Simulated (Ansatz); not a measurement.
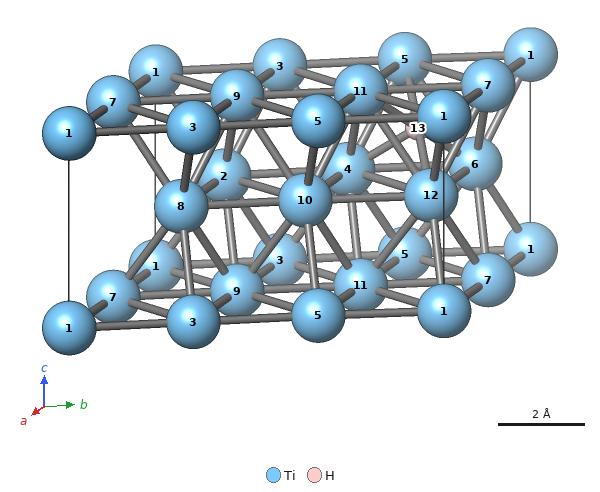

Figure 1. The structure as given in the input (ball-and-stick view of the cell of the calculation, seen slightly off an axis; atoms are numbered from 1 in the order of the input). An atom can appear more than once, as a periodic image.

## Nudged elastic band of Ti12H (part 1 of 2)

System: Ti12H (defect cell, 13 atoms in the cell).
Method: DFT PBE, scalar-relativistic, plane waves, PAW, no spin polarisation (Ansatz 0.2.0).

One setting was made poor on purpose. It belongs to a series of runs on one base structure; here: band between the two ends. Figures and captions count atoms from 1; the log counts them from 0 in places.

Input file
```yaml
crystal:
  lattice:
    - [5.9, 0.0, 0.0]
    - [-4.425, 7.664325, 0.0]
    - [0.0, 0.0, 4.6846]
  atoms:
    - { symbol: Ti, position: [0.00118966, 0.00160258, -0.00178981] }
    - { symbol: Ti, position: [0.16587019, 0.22164858, 0.49618055] }
    - { symbol: Ti, position: [-0.00180753, 0.33178513, 0.00013352] }
    - { symbol: Ti, position: [0.16407947, 0.55181356, 0.49989914] }
    - { symbol: Ti, position: [-0.00758921, 0.66392406, 0.00133207] }
    - { symbol: Ti, position: [0.16369516, 0.89122177, 0.49784949] }
    - { symbol: Ti, position: [0.50295404, 0.00418423, -0.0009074] }
    - { symbol: Ti, position: [0.66827494, 0.22368039, 0.49837665] }
    - { symbol: Ti, position: [0.50078081, 0.33377749, 0.00230099] }
    - { symbol: Ti, position: [0.66521458, 0.55371609, 0.50015094] }
    - { symbol: Ti, position: [0.50343682, 0.66401425, 0.00105557] }
    - { symbol: Ti, position: [0.67323713, 0.89124467, 0.49755893] }
    - { symbol: H, position: [0.33311783, 0.77755949, 0.74831977] }
basis:
  ecutwfc: 420.0
kpoints:
  mp_grid: { grid: [4, 3, 5] }
hamiltonian:
  xc: pbe
scf:
  occupations: { method: fermi_dirac, width: 0.15 }
  lower_state_search: "off"
  max_iter: 62
neb:
  images: 4
  f_tol: 0.05
  max_iterations: 50
  order_check: false
  climbing: false
  final_atoms:
    - { symbol: Ti, position: [0.00083971, 0.00158437, 0.00100176] }
    - { symbol: Ti, position: [0.165501, 0.22157328, 0.50302457] }
    - { symbol: Ti, position: [-0.00210338, 0.33170651, -0.00092997] }
    - { symbol: Ti, position: [0.16355304, 0.55154704, 0.49952766] }
    - { symbol: Ti, position: [-0.00723088, 0.66406186, -0.00174449] }
    - { symbol: Ti, position: [0.16313093, 0.89124873, 0.50156982] }
    - { symbol: Ti, position: [0.50244998, 0.003928, 0.00033364] }
    - { symbol: Ti, position: [0.66797807, 0.22360258, 0.50083593] }
    - { symbol: Ti, position: [0.50039629, 0.33368977, -0.00308822] }
    - { symbol: Ti, position: [0.66485258, 0.55370398, 0.49904603] }
    - { symbol: Ti, position: [0.50285486, 0.6640375, -0.00166664] }
    - { symbol: Ti, position: [0.67363166, 0.89139422, 0.50207922] }
    - { symbol: H, position: [0.3318259, 0.77735828, 0.24998335] }
```

Launched with:
```bash
ansatz run input.yaml --threads 4 --pin off --max-ram 10240MiB --backend cpu --events-out ev --progress --plain --runs-dir out
```

What the program printed
```
Warning: neb: disabling space-group detection — the band's intermediate images generally break the endpoint symmetry, so no spatial operation reduces the k-mesh or symmetrises the density, except that a semilocal band can use its path's symmetry ahead of convergence; time reversal is kept, so that k and −k are solved as one point where they differ and the mesh holds both, and exact exchange and, on two spinor components, a DFT+U term hold to it where the run has them: on two components no moment then forms, and a state that bears one, which a typed moment (crystal.atoms[].spin; refused beside efield: under a hybrid functional) reaches, can lie lower, under hf by electronvolts; crystal.symmetry.detect: false (a key that needs symmetry detection or time reversal refuses this as the deck is read) with time_reversal: false beside it drops time reversal too
band count auto-derived: 90 (N_el = 145.0; filled up to band 73; 87 by the electrons, moments and atoms)
Engine: ansatz 0.2.0, x86_64-unknown-linux-gnu
Pseudopotentials: kind: paw
Pseudopotential: Ti, paw, valence charge 12, recommended cutoff 420 eV (normal), Ti.paw.azcp
Pseudopotential: H, paw, valence charge 1, recommended cutoff 420 eV (normal), H.paw.azcp
Functional definition: PBE
  parameter kappa = 0.804
  parameter beta = 0.06672455060314922
  exchange = pbe_x(kappa = kappa, mu = beta*pi^2/3)
  correlation = pbe_c(beta = beta)
parallel-image band execution: 4 concurrent image workers
NEB image 0
Crystal: 13 atoms, lattice volume = 211.835 Å³
Basis set: ecut = 420 eV, 4161 PW (Γ), exchange–correlation on 80×120×64 points (8 copies of the dense FFT grid, shifted against one another)
Bands: 90, of which v1, the nominal top of the filled ones, is band 73 counted from 1 (72 counted from 0)
Symmetry: 1 space group operations
k-points: 31 of 60 (time reversal used)
Non-local potential: Ti, projectors of the file, l = 0: 3, l = 1: 2, l = 2: 3, l = 3: 1
Non-local potential: H, projectors of the file, l = 0: 2, l = 1: 1
PAW form: soft (Blöchl's): semilocal exchange-correlation on the pseudo side does not see the compensation charge
PAW one-centre angular grid: Ti, 590 points (default); XC on 64 Gauss nodes
PAW one-centre angular grid: H, 110 points (default); XC on 64 Gauss nodes
Initial density: superposition of atomic densities (neutral atoms: chi_scale 0, normalization atom), corrected by the library's trained network
Initial wavefunctions: pseudopotential atomic-orbital guess
Functional: x = pbe(κ = 0.804, μ = 0.2195149727645171), c = pbe(β = 0.06672455060314922)
SCF iter   1: F=—  HF=-30012.891280 eV  |F-HF|=—  |Δ(HF+E_count)|=         —  Δρ=4.86e-3  dr2=8.25e-2  ethr=1.77e-3  ⟨swp⟩=6.8  Hψ=10991  notcnv=0
preconditioner: auto → Kerker (q_TF=auto, 2.561 Å⁻¹)  [metal: Δε(μ)=0.002 eV  Ē_g=2.606 eV  σ=0.150 eV  W_gap=0.00  n_scr=64 (ndim 8)  ℏωp=17.9 eV  f_vac=0.000  D(μ)=15.80/eV (n_scr^D=190)]
SCF iter   2: F=—  HF=-30012.888072 eV  |F-HF|=—  |Δ(HF+E_count)|=   3.21e-3  Δρ=2.21e-3  dr2=1.43e-2  ethr=5.69e-5  ⟨swp⟩=1.6  Hψ=3416  notcnv=0
SCF iter   3: F=—  HF=-30012.888821 eV  |F-HF|=—  |Δ(HF+E_count)|=   7.50e-4  Δρ=5.57e-4  dr2=6.64e-4  ethr=9.84e-6  ⟨swp⟩=2.0  Hψ=3235  notcnv=0
SCF iter   4: F=—  HF=-30012.888841 eV  |F-HF|=—  |Δ(HF+E_count)|=   2.01e-5  Δρ=1.53e-4  dr2=5.60e-5  ethr=4.58e-7  ⟨swp⟩=2.2  Hψ=4038  notcnv=0
SCF iter   5: F=—  HF=-30012.889002 eV  |F-HF|=—  |Δ(HF+E_count)|=   1.61e-4  Δρ=3.98e-5  dr2=2.35e-6  ethr=3.87e-8  ⟨swp⟩=3.5  Hψ=6480  notcnv=0
SCF iter   6: F=—  HF=-30012.889003 eV  |F-HF|=—  |Δ(HF+E_count)|=   5.09e-7  Δρ=8.52e-6  dr2=1.08e-7  ethr=1.62e-9  ⟨swp⟩=2.7  Hψ=3979  notcnv=0
SCF iter   7: F=-30012.889003 eV  HF=-30012.889003 eV  |F-HF|=1.43e-8  |Δ(HF+E_count)|=   2.45e-8  Δρ=2.30e-6  dr2=1.86e-8  ethr=6.90e-11  ⟨swp⟩=3.8  Hψ=7771  notcnv=0
SCF 1 converged in 7 iterations: F = -30012.889003 eV  dr2 = 1.86e-8
  greatest PAW one-centre occupation: 0.999 electrons in one spin orbital (limit 2), on the Ti atom at site 9 (counted from 0), in its partial waves of l = 0
NSCF: frozen V_eff on 31 k-points
NEB image 5
SCF iter   1: F=—  HF=-30012.891289 eV  |F-HF|=—  |Δ(HF+E_count)|=         —  Δρ=4.86e-3  dr2=8.26e-2  ethr=1.77e-3  ⟨swp⟩=6.9  Hψ=10928  notcnv=0
SCF iter   2: F=—  HF=-30012.888154 eV  |F-HF|=—  |Δ(HF+E_count)|=   3.13e-3  Δρ=2.20e-3  dr2=1.42e-2  ethr=5.70e-5  ⟨swp⟩=1.8  Hψ=3440  notcnv=0
SCF iter   3: F=—  HF=-30012.888907 eV  |F-HF|=—  |Δ(HF+E_count)|=   7.53e-4  Δρ=5.59e-4  dr2=6.69e-4  ethr=9.81e-6  ⟨swp⟩=2.0  Hψ=3227  notcnv=0
SCF iter   4: F=—  HF=-30012.888935 eV  |F-HF|=—  |Δ(HF+E_count)|=   2.78e-5  Δρ=1.55e-4  dr2=5.68e-5  ethr=4.61e-7  ⟨swp⟩=2.3  Hψ=4027  notcnv=0
SCF iter   5: F=—  HF=-30012.889090 eV  |F-HF|=—  |Δ(HF+E_count)|=   1.55e-4  Δρ=3.97e-5  dr2=2.32e-6  ethr=3.92e-8  ⟨swp⟩=3.5  Hψ=6446  notcnv=0
SCF iter   6: F=—  HF=-30012.889090 eV  |F-HF|=—  |Δ(HF+E_count)|=   5.12e-7  Δρ=8.57e-6  dr2=1.11e-7  ethr=1.60e-9  ⟨swp⟩=2.7  Hψ=4064  notcnv=0
SCF iter   7: F=-30012.889090 eV  HF=-30012.889090 eV  |F-HF|=1.37e-8  |Δ(HF+E_count)|=   2.40e-8  Δρ=2.28e-6  dr2=1.81e-8  ethr=6.90e-11  ⟨swp⟩=3.9  Hψ=7823  notcnv=0
SCF 2 converged in 7 iterations: F = -30012.889090 eV  dr2 = 1.81e-8
  greatest PAW one-centre occupation: 0.999 electrons in one spin orbital (limit 2), on the Ti atom at site 0 (counted from 0), in its partial waves of l = 0
NSCF: frozen V_eff on 31 k-points
NEB end point (image 0): max|allowed force component| = 1.895e-2 eV/Å (the criterion of neb.relax_end_points is 1.000e-2)
NEB end point (image 5): max|allowed force component| = 2.016e-2 eV/Å (the criterion of neb.relax_end_points is 1.000e-2)
NEB image 1
SCF iter   1: F=—  HF=-30012.604001 eV  |F-HF|=—  |Δ(HF+E_count)|=         —  Δρ=5.10e-3  dr2=6.82e-2  ethr=1.77e-3  ⟨swp⟩=6.9  Hψ=11155  notcnv=0
preconditioner: auto → Kerker (q_TF=auto, 2.561 Å⁻¹)  [metal: Δε(μ)=0.008 eV  Ē_g=2.596 eV  σ=0.150 eV  W_gap=0.01  n_scr=64 (ndim 8)  ℏωp=17.9 eV  f_vac=0.000  D(μ)=15.71/eV (n_scr^D=190)]
SCF iter   2: F=—  HF=-30012.602564 eV  |F-HF|=—  |Δ(HF+E_count)|=   1.44e-3  Δρ=2.51e-3  dr2=1.25e-2  ethr=4.70e-5  ⟨swp⟩=1.7  Hψ=3319  notcnv=0
SCF iter   3: F=—  HF=-30012.603337 eV  |F-HF|=—  |Δ(HF+E_count)|=   7.73e-4  Δρ=5.98e-4  dr2=6.72e-4  ethr=8.60e-6  ⟨swp⟩=2.0  Hψ=3619  notcnv=0
SCF iter   4: F=—  HF=-30012.603342 eV  |F-HF|=—  |Δ(HF+E_count)|=   4.48e-6  Δρ=1.76e-4  dr2=7.48e-5  ethr=4.63e-7  ⟨swp⟩=2.0  Hψ=4005  notcnv=0
SCF iter   5: F=—  HF=-30012.603504 eV  |F-HF|=—  |Δ(HF+E_count)|=   1.63e-4  Δρ=4.48e-5  dr2=3.84e-6  ethr=5.16e-8  ⟨swp⟩=2.8  Hψ=4498  notcnv=0
SCF iter   6: F=—  HF=-30012.603504 eV  |F-HF|=—  |Δ(HF+E_count)|=   9.80e-9  Δρ=1.05e-5  dr2=1.99e-7  ethr=2.65e-9  ⟨swp⟩=2.3  Hψ=3846  notcnv=0
SCF iter   7: F=-30012.603504 eV  HF=-30012.603504 eV  |F-HF|=1.32e-8  |Δ(HF+E_count)|=   8.71e-9  Δρ=2.89e-6  dr2=2.17e-8  ethr=6.90e-11  ⟨swp⟩=4.0  Hψ=8455  notcnv=0
[...]
NEB image 2
preconditioner: auto → Kerker (q_TF=auto, 2.561 Å⁻¹)  [metal: Δε(μ)=0.011 eV  Ē_g=2.587 eV  σ=0.150 eV  W_gap=0.02  n_scr=64 (ndim 8)  ℏωp=17.9 eV  f_vac=0.000  D(μ)=15.16/eV (n_scr^D=168)]
NEB image 3
preconditioner: auto → Kerker (q_TF=auto, 2.561 Å⁻¹)  [metal: Δε(μ)=0.011 eV  Ē_g=2.587 eV  σ=0.150 eV  W_gap=0.02  n_scr=64 (ndim 8)  ℏωp=17.9 eV  f_vac=0.000  D(μ)=15.17/eV (n_scr^D=168)]
NEB image 4
preconditioner: auto → Kerker (q_TF=auto, 2.561 Å⁻¹)  [metal: Δε(μ)=0.005 eV  Ē_g=2.597 eV  σ=0.150 eV  W_gap=0.01  n_scr=64 (ndim 8)  ℏωp=17.9 eV  f_vac=0.000  D(μ)=15.72/eV (n_scr^D=190)]
NEB iter   1: max|band force component| = 3.614e-1 eV/Å  barrier→ = 0.6455 eV  barrier← = 0.6456 eV  Δτ_max = 0.0876 Å  (42 SCF iters)
NEB image 1
Initial density: handed on by an earlier stage of this run
Initial wavefunctions: those handed on with the density
preconditioner: auto → Kerker (q_TF=auto, 2.561 Å⁻¹)  [metal: Δε(μ)=0.012 eV  Ē_g=2.593 eV  σ=0.150 eV  W_gap=0.02  n_scr=64 (ndim 8)  ℏωp=17.9 eV  f_vac=0.000  D(μ)=15.70/eV (n_scr^D=186)]
NEB image 2
preconditioner: auto → Kerker (q_TF=auto, 2.561 Å⁻¹)  [metal: Δε(μ)=0.005 eV  Ē_g=2.584 eV  σ=0.150 eV  W_gap=0.01  n_scr=64 (ndim 8)  ℏωp=17.9 eV  f_vac=0.000  D(μ)=15.22/eV (n_scr^D=168)]
NEB image 3
preconditioner: auto → Kerker (q_TF=auto, 2.561 Å⁻¹)  [metal: Δε(μ)=0.006 eV  Ē_g=2.584 eV  σ=0.150 eV  W_gap=0.01  n_scr=64 (ndim 8)  ℏωp=17.9 eV  f_vac=0.000  D(μ)=15.22/eV (n_scr^D=168)]
NEB image 4
preconditioner: auto → Kerker (q_TF=auto, 2.561 Å⁻¹)  [metal: Δε(μ)=0.012 eV  Ē_g=2.593 eV  σ=0.150 eV  W_gap=0.02  n_scr=64 (ndim 8)  ℏωp=17.9 eV  f_vac=0.000  D(μ)=15.70/eV (n_scr^D=190)]
NEB iter   2: max|band force component| = 3.087e-1 eV/Å  barrier→ = 0.6313 eV  barrier← = 0.6313 eV  Δτ_max = 0.0454 Å  (32 SCF iters)
NEB image 1
preconditioner: auto → Kerker (q_TF=auto, 2.561 Å⁻¹)  [metal: Δε(μ)=0.013 eV  Ē_g=2.598 eV  σ=0.150 eV  W_gap=0.02  n_scr=64 (ndim 8)  ℏωp=17.9 eV  f_vac=0.000  D(μ)=15.74/eV (n_scr^D=190)]
NEB image 2
preconditioner: auto → Kerker (q_TF=auto, 2.561 Å⁻¹)  [metal: Δε(μ)=0.003 eV  Ē_g=2.586 eV  σ=0.150 eV  W_gap=0.00  n_scr=64 (ndim 8)  ℏωp=17.9 eV  f_vac=0.000  D(μ)=15.06/eV (n_scr^D=168)]
NEB image 3
preconditioner: auto → Kerker (q_TF=auto, 2.561 Å⁻¹)  [metal: Δε(μ)=0.006 eV  Ē_g=2.587 eV  σ=0.150 eV  W_gap=0.01  n_scr=64 (ndim 8)  ℏωp=17.9 eV  f_vac=0.000  D(μ)=15.07/eV (n_scr^D=168)]
NEB image 4
preconditioner: auto → Kerker (q_TF=auto, 2.561 Å⁻¹)  [metal: Δε(μ)=0.012 eV  Ē_g=2.598 eV  σ=0.150 eV  W_gap=0.02  n_scr=64 (ndim 8)  ℏωp=17.9 eV  f_vac=0.000  D(μ)=15.75/eV (n_scr^D=190)]
NEB image 1
NSCF: frozen V_eff on 31 k-points
NEB image 3
NSCF: frozen V_eff on 31 k-points
NEB image 4
NSCF: frozen V_eff on 31 k-points
NEB image 2
NSCF: frozen V_eff on 31 k-points
the band table was solved once a step of the walk had ended and its energy, with any forces and stress, was formed, with the checks that follow a solve (10813 applications of the Hamiltonian). They found nothing against the state; the energy, forces and stress were not computed again (output.eigenvalues in the input reference)
NEB iter   3: max|band force component| = 2.684e-2 eV/Å  barrier→ = 0.6107 eV  barrier← = 0.6108 eV  Δτ_max = 0.0000 Å  (28 SCF iters)
```

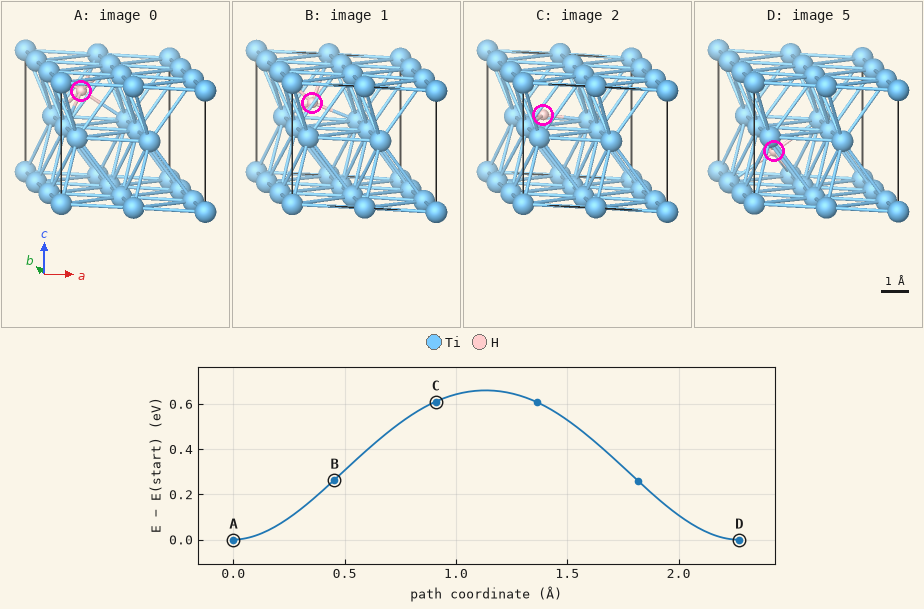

Figure 2. Images of the last band (counted from 0; ball-and-stick, simulation cell, seen at an oblique angle), with the moving atom and its periodic copies ringed, above the energy along the path; the line is a cubic interpolation that uses the forces. The highest image is number 2, 0.611 eV above the start and 0.611 eV above the end; start and end have the same energy. The path is 2.27 Å long, and H13 moves most (2.33 Å). The band converged in 3 iterations.

```
Free energy (F): -30012.278297 eV
Harris-Foulkes:  -30012.278297 eV  (|F-HF|=4.91e-8)
Internal energy: -30011.100114 eV  (E = F + TS)
E sigma→0 (E₀):  -30011.689205 eV
Entropy (-TS):   -1.178183 eV (-90.629 meV/atom)
Fermi energy:    13.149636 eV
--- Per-component energies (eV) ---
  E_band       = -1908.900033
  E_kinetic    = 3284.356989
  E_local      = -9852.606007  (includes V_loc(G=0)·N_el)
  E_nonlocal   = 98.607962
  E_hartree    = 4043.822523
  E_xc         = -1179.137372
  E_vxc        = -1475.628542  (∫ρ·V_xc dr)
[...]
  E_paw        = -12571.640048  (= ΣΔE_a)
  E_vpaw       = -2051.270769  (= ΣTr[D̂ρ^β])
  E_aug_tail   = 0.000170  (compensation charges beyond the density's cutoff)
  E_ewald      = -13834.504331
  E_smearing   = -1.178183  (= −TS)
  E_closure    = -0.000000  (closes the sum)
  Σ components = -30012.278297   (vs F -30012.278297, Δ=0.00e0)
--- Forces (eV/Å), atoms counted from 1 ---
  atom   1  Ti     0.00664832    -0.01071678    -0.05855278
  atom   2  Ti     0.00167370     0.01018758    -0.03524972
  atom   3  Ti     0.00663344     0.00052927    -0.02885950
  atom   4  Ti    -0.00001172    -0.00693043    -0.07331785
  atom   5  Ti     0.00242991     0.00396480    -0.00626005
  atom   6  Ti    -0.01100453    -0.00750566    -0.08379038
  atom   7  Ti    -0.00457659     0.00284523    -0.01783342
  atom   8  Ti    -0.00075823    -0.00029291    -0.01897729
  atom   9  Ti    -0.00983275     0.00866652     0.00908850
  atom  10  Ti    -0.00010895     0.00185014    -0.01442173
  atom  11  Ti    -0.00360567     0.00358111    -0.00591537
  atom  12  Ti     0.00799371    -0.00178038    -0.08271401
  atom  13  H      0.00451506    -0.00438778     0.41680233
  max |Σ_I F_I| component: 1.07e-5 eV/Å
--- Band table (eV; the first three rows and the last of 31) ---
```
